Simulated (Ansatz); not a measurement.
## Mo: a changed input and its effect

System: Mo (Im-3m, 1 atom in the cell).
Method of the first run: DFT HSE06, scalar-relativistic, plane waves, PAW, no spin polarisation (Ansatz 0.2.0).

Text and figures count atoms from 1; the logs count them from 0 in places.

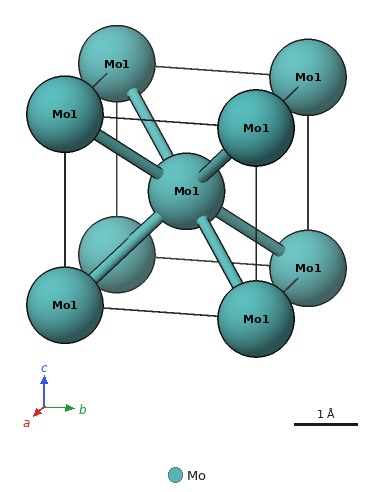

The input geometry (ball-and-stick view of the cell 2 times as large as that of the calculation, set on its symmetry axes, seen slightly off an axis; atoms are numbered from 1 in the order of the input). Near neighbours in the crystal (not all of them lie inside the picture): Mo has 8 Mo at 2.74 Å.

**Input file, the first run**
```yaml
crystal:
  lattice:
    - [-1.5816278571, 1.5816278571, 1.5816278571]
    - [1.5816278571, -1.5816278571, 1.5816278571]
    - [1.5816278571, 1.5816278571, -1.5816278571]
  atoms:
    - { symbol: Mo, position: [0.0, 0.0, 0.0] }
basis:
  ecutwfc: 600
  ecutrho_ratio: 5
kpoints:
  mp_grid: { grid: [10, 10, 10] }
hamiltonian:
  xc: hse06
scf:
  occupations: { method: gaussian, width: 0.05 }
output:
  forces: true
  stress: true
  eigenvalues: true
```

Hardware: 4 threads of an x86-64 CPU, shared host.

**Output, shortened to warnings, some set-up lines, iterations and results (the first run)**
```
Warning: output.stress: scf.convergence.dr2_threshold = 1e-7 eV (the SCF's general default) is looser than the 1e-10 eV advised for a printed stress (1e-10 eV for each atom of the cell: 1). What an SCF threshold leaves in a stress goes as its square root, and in the free energy as the threshold itself, and one threshold admits the most on a small cell: of the crystals measured, under no hybrid …
Warning: output.stress: scf.exx.energy_threshold = 1e-6 eV is looser than the 1e-8 eV advised for a stress under a hybrid functional (1e-8 eV for each atom of the cell: 1). Every SCF of the exchange loop can meet its threshold on dr2 while the loop round them stops early: no threshold on dr2 bounds what that leaves in the stress. Set scf.exx.energy_threshold to 1e-8 eV or tighter. The threshold …
Basis set: ecut = 600 eV, 531 PW (Γ), exchange–correlation on 50×50×50 points (8 copies of the dense FFT grid, shifted against one another)
Symmetry: 48 space group operations
k-points: 47 of 1000
Initial density: superposition of atomic densities (neutral atoms: chi_scale 0, normalization atom), corrected by the library's trained network
[...]
SCF iter   1: F=—  HF=-4956.006854 eV  |F-HF|=—  |Δ(HF+E_count)|=         —  Δρ=2.99e-3  dr2=4.62e-4  ethr=1.77e-3  ⟨swp⟩=6.7  Hψ=2025  notcnv=0
SCF iter   2: F=—  HF=-4956.007026 eV  |F-HF|=—  |Δ(HF+E_count)|=   1.72e-4  Δρ=1.40e-3  dr2=9.91e-5  ethr=3.30e-6  ⟨swp⟩=3.1  Hψ=1143  notcnv=0  defer=1
SCF iter   3: F=—  HF=-4956.007072 eV  |F-HF|=—  |Δ(HF+E_count)|=   4.61e-5  Δρ=2.71e-4  dr2=8.28e-6  ethr=5.80e-8  ⟨swp⟩=2.0  Hψ=1706  notcnv=0
SCF iter   4: F=—  HF=-4956.007070 eV  |F-HF|=—  |Δ(HF+E_count)|=   2.19e-6  Δρ=2.86e-5  dr2=4.79e-8  ethr=5.80e-8  ⟨swp⟩=3.0  Hψ=980  notcnv=0
SCF iter   5: F=—  HF=-4956.007070 eV  |F-HF|=—  |Δ(HF+E_count)|=   2.38e-8  Δρ=7.89e-6  dr2=3.82e-9  ethr=3.42e-10  ⟨swp⟩=3.0  Hψ=1187  notcnv=0
[... 9 lines ...]
SCF 2 stopped early in 7 iterations: F = -4957.895036 eV  dr2 = 7.20e-6
SCF iter   1: F=—  HF=-4957.895021 eV  |F-HF|=—  |Δ(HF+E_count)|=         —  Δρ=9.60e-5  dr2=7.42e-7  ethr=8.49e-7  ⟨swp⟩=2.4  Hψ=1057  notcnv=0
SCF iter   2: F=—  HF=-4957.895022 eV  |F-HF|=—  |Δ(HF+E_count)|=   1.21e-6  Δρ=5.52e-5  dr2=3.47e-7  ethr=3.15e-9  ⟨swp⟩=3.1  Hψ=1166  notcnv=0
SCF iter   3: F=-4957.895022 eV  HF=-4957.895022 eV  |F-HF|=1.10e-9  |Δ(HF+E_count)|=   1.20e-8  Δρ=1.23e-5  dr2=7.79e-9  ethr=2.12e-9  ⟨swp⟩=3.0  Hψ=1176  notcnv=0
SCF 3 converged in 3 iterations: F = -4957.895022 eV  dr2 = 7.79e-9
  Residual-converged pass: ⟨swp⟩=3.0  Hψ=1115  notcnv=0  max |occ|·‖R‖ = 2.4e-6 eV (tolerance 2.4e-6 eV)  dr2=7.81e-9  dr2_onsite=2.53e-9  max |Δocc| = 2.2e-11
hybrid outer 2: dexx = +1.689e-6 eV, tail = 2.51e-8 eV, Δε = 3.11e-3 eV (about 1.13e-4 eV left of the loop's levels)
hybrid SCF converged: 2 outer / 10 inner (+6 warm-up), last move |dexx| = 1.69e-6 eV, tail = 2.51e-8 eV
Stability not checked: this state was not tested for a lower state beside it, because the functional holds exact exchange (a hybrid, or Hartree-Fock), whose exchange loop this test does not read (fock_operator; see scf.lower_state_search)
Free energy (F): -4957.895022 eV
Frozen-core exchange: fock
Harris-Foulkes:  -4957.895022 eV  (|F-HF|=1.10e-9)
Internal energy: -4957.893323 eV  (E = F + TS)
E sigma→0 (E₀):  -4957.894173 eV
Entropy (-TS):   -0.001699 eV (-1.699 meV/atom)
Fermi energy:    20.735067 eV
--- Per-component energies (eV) ---
  E_band       = -88.516172
  E_kinetic    = 439.111520
  E_local      = -785.887322  (includes V_loc(G=0)·N_el)
  E_nonlocal   = 140.415074
  E_hartree    = 257.996099
  E_xc         = -146.919284
  E_vxc        = -181.733693  (∫ρ·V_xc dr)
  E_exx        = -41.626834  (= α·E_x^exact, valence–valence)
  E_paw        = -3197.038854  (= ΣΔE_a)
  E_vpaw       = -133.161404  (= ΣTr[D̂ρ^β])
  E_aug_tail   = -0.000004  (compensation charges beyond the density's cutoff)
  E_ewald      = -1623.504474
  E_core_change = -0.439245  (= ΣΔE_core)
  E_smearing   = -0.001699  (= −TS)
  E_closure    = -0.000000  (closes the sum)
  Σ components = -4957.895022   (vs F -4957.895022, Δ=0.00e0)
--- Forces (eV/Å), atoms counted from 1 ---
  atom   1  Mo    -0.00000000    -0.00000000     0.00000000
  max |Σ_I F_I| component: 2.05e-31 eV/Å
--- Stress (GPa, compression-positive) ---
       -6.798628       0.000000      -0.000000
        0.000000      -6.798628      -0.000000
        0.000000      -0.000000      -6.798628
  P = ⅓ Tr σ = -6.7986 GPa (-67.986 kbar)
```

The input of the second run differs as follows (lines with − go, lines with + come):
```diff
-  mp_grid: { grid: [10, 10, 10] }
+  mp_grid: { grid: [8, 8, 8] }
-  xc: hse06
+  xc: pbe
```

What does this change do to the results?

The total energies belong to different methods, so their difference says nothing on which is more stable or more accurate. The pressure goes from −6.80 to 0.00 GPa. The functional changes from HSE06 to PBE. The SCF takes 6 iterations against 16. The irreducible k-points go from 47 to 29.

**Output, shortened to warnings, some set-up lines, iterations and results (the second run)**
```
Basis set: ecut = 600 eV, 531 PW (Γ), exchange–correlation on 50×50×50 points (8 copies of the dense FFT grid, shifted against one another)
Symmetry: 48 space group operations
k-points: 29 of 512
Initial density: superposition of atomic densities (neutral atoms: chi_scale 0, normalization atom), corrected by the library's trained network
[...]
SCF iter   1: F=—  HF=-4956.001376 eV  |F-HF|=—  |Δ(HF+E_count)|=         —  Δρ=2.93e-3  dr2=9.32e-4  ethr=1.77e-3  ⟨swp⟩=5.1  Hψ=1940  notcnv=0
SCF iter   2: F=—  HF=-4956.001268 eV  |F-HF|=—  |Δ(HF+E_count)|=   1.08e-4  Δρ=1.39e-3  dr2=1.25e-4  ethr=6.65e-6  ⟨swp⟩=2.4  Hψ=733  notcnv=0
SCF iter   3: F=—  HF=-4956.001276 eV  |F-HF|=—  |Δ(HF+E_count)|=   7.79e-6  Δρ=3.52e-4  dr2=1.12e-5  ethr=8.91e-7  ⟨swp⟩=1.6  Hψ=392  notcnv=0
SCF iter   4: F=—  HF=-4956.001277 eV  |F-HF|=—  |Δ(HF+E_count)|=   8.77e-7  Δρ=4.52e-5  dr2=7.53e-8  ethr=7.97e-8  ⟨swp⟩=2.2  Hψ=409  notcnv=0
SCF iter   5: F=-4956.001277 eV  HF=-4956.001277 eV  |F-HF|=3.36e-9  |Δ(HF+E_count)|=   1.48e-8  Δρ=1.21e-5  dr2=6.62e-9  ethr=5.38e-10  ⟨swp⟩=2.7  Hψ=521  notcnv=0
SCF iter   6: F=-4956.001277 eV  HF=-4956.001277 eV  |F-HF|=1.06e-10  |Δ(HF+E_count)|=   2.09e-9  Δρ=3.27e-6  dr2=3.72e-10  ethr=4.73e-11  ⟨swp⟩=1.4  Hψ=1008  notcnv=0
SCF 1 converged in 6 iterations: F = -4956.001277 eV  dr2 = 3.72e-10
SCF converged after 6 iterations
Free energy (F): -4956.001277 eV
Harris-Foulkes:  -4956.001277 eV  (|F-HF|=1.06e-10)
Internal energy: -4955.999941 eV  (E = F + TS)
E sigma→0 (E₀):  -4956.000609 eV
Entropy (-TS):   -0.001336 eV (-1.336 meV/atom)
Fermi energy:    20.673362 eV
--- Per-component energies (eV) ---
  E_band       = -59.008419
  E_kinetic    = 440.511743
  E_local      = -792.467153  (includes V_loc(G=0)·N_el)
  E_nonlocal   = 142.433189
  E_hartree    = 261.625594
  E_xc         = -183.458664
  E_vxc        = -228.966235  (∫ρ·V_xc dr)
  E_paw        = -3201.140172  (= ΣΔE_a)
  E_vpaw       = -143.771007  (= ΣTr[D̂ρ^β])
  E_aug_tail   = -0.000004  (compensation charges beyond the density's cutoff)
  E_ewald      = -1623.504474
  E_smearing   = -0.001336  (= −TS)
  E_closure    = 0.000000  (closes the sum)
  Σ components = -4956.001277   (vs F -4956.001277, Δ=0.00e0)
--- Forces (eV/Å), atoms counted from 1 ---
  atom   1  Mo    -0.00000000     0.00000000    -0.00000000
  max |Σ_I F_I| component: 8.99e-33 eV/Å
--- Stress (GPa, compression-positive) ---
       -0.001423       0.000000      -0.000000
       -0.000000      -0.001423      -0.000000
        0.000000       0.000000      -0.001423
  P = ⅓ Tr σ = -0.0014 GPa (-0.014 kbar)
```

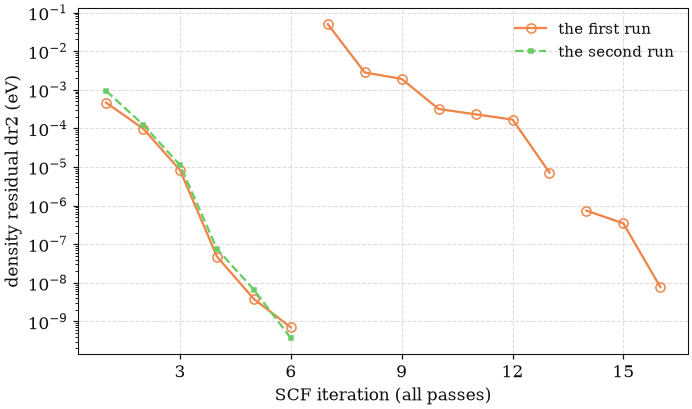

Convergence of the two runs: density residual dr2 against the SCF iteration. A break in a curve parts two SCF passes. The first run takes 16 iterations in all, and the second run takes 6.

**The two runs side by side**

```tsv
quantity	the first run	the second run
outcome	converged	converged
free energy per atom (eV)	−4957.8950	−4956.0013
energy per atom, smearing taken to zero (eV)	−4957.8942	−4956.0006
gap on the mesh (eV)	0.00	0.00
pressure (GPa)	−6.80	0.00
largest force (eV/Å)	0.000	0.000
SCF iterations	16	6
irreducible k-points	47	29
plane waves at Γ	531	531
```

For the first run: Warnings: the exchange loop's threshold is looser than advised for the stress; the SCF threshold is looser than advised for the printed stress. The cell is under a tension of 6.8 GPa at this level, so it is not at its equilibrium volume.
